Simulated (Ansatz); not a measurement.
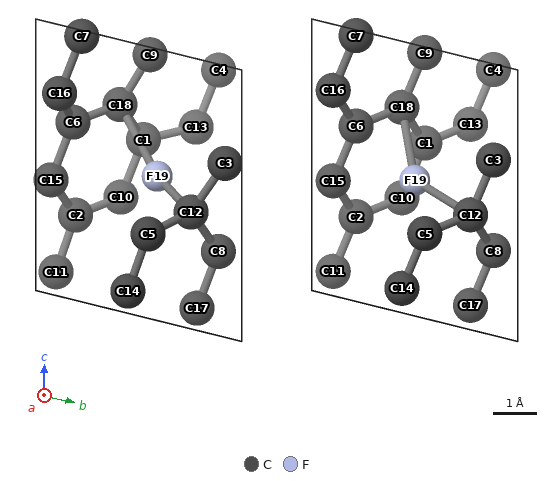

Two geometries of a defect cell of composition C₁₈F (coarse preliminary run), drawn at one scale. One is the start of a relaxation, the other its converged end. The picture is a ball-and-stick view of the cell of the calculation (origin shifted), seen along the a axis.

Computed with DFT PBE+D3(BJ), scalar-relativistic, plane waves, PAW in Ansatz. (plane-wave cutoff 420 eV; k-point mesh 1 × 1 × 1; occupations gaussian; smearing width 0.01 eV; collinear spin; atoms relaxed in a fixed cell; force threshold 0.025 eV/Å; at most 45 steps)

Question: Which one is relaxed?

Answer: The left one is the relaxed one. Case: F interstitial, charge +0, atoms relaxed at the host's cell. F19 moves most: 0.46 Å along [1 3 1]. Largest moves by element: F 0.46 Å, C 0.28 Å. The lattice vectors keep their values. Among the contacts that change: C12–F19 1.911 → 1.492 Å, C18–F19 1.999 → 2.255 Å, C1–C10 1.423 → 1.477 Å, C5–C10 1.423 → 1.373 Å. Among the angles between lasting bonds that change: C12–C3–C13 120.0° → 114.3°, C3–C16–C6 120.0° → 123.4°, C3–C12–C5 120.0° → 117.2°. After 10 accepted moves (11 points after the start) the energy has fallen by 2.578 eV per cell of the calculation. The largest force component goes from 3.9 to 0.0086 eV/Å. 1 step only repeated the SCF at the same geometry. The program noted that the starting moments weren't kept.

Limits of the set-up: the periodic images lie only 5.1 Å apart, so the values are limited by the cell's size.
